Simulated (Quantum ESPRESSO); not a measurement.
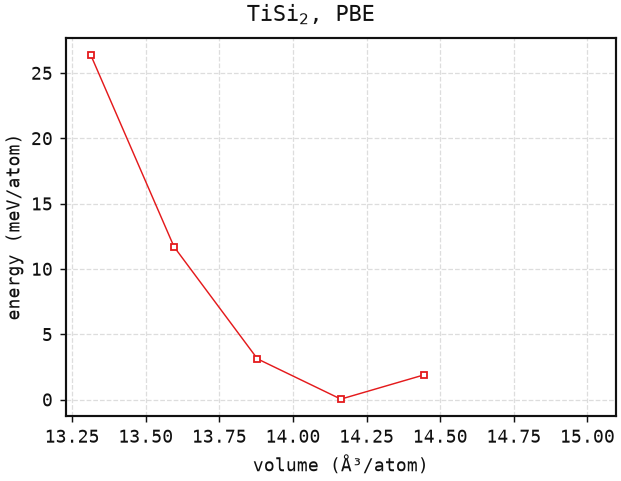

The figure shows the energy against volume for TiSi₂, space group Immm (No. 71).

Cell as given: a = 4.779 Å, b = 4.779 Å, c = 4.779 Å, α = 144.10°, β = 138.02°, γ = 56.40°; 3 atoms.

Calculation (Quantum ESPRESSO 7.5): plane-wave DFT, no spin polarisation; energies at scaled volumes of the given cell, shape and fractions fixed, counted from the fit's minimum, third-order Birch-Murnaghan fit. Level: PBE.

```
       setting                    value
        k mesh                 12×12×12
   occupations              Fermi–Dirac
smearing width                  0.05 eV
    potentials  SSSP 1.3 efficiency PBE
   wave cutoff                 748.3 eV
density cutoff                  5987 eV
```

The points at volume 14.73 Å³/atom and 15.01 Å³/atom are left out of the plot. What values does the calculation give there?

```json
{"volume (Å³/atom)": "14.73", "energy (meV/atom)": "8.19"}
{"volume (Å³/atom)": "15.01", "energy (meV/atom)": "18.49"}
```

Note: shape and atomic fractions are frozen while scaling, which makes layered, chain and framework solids too stiff.
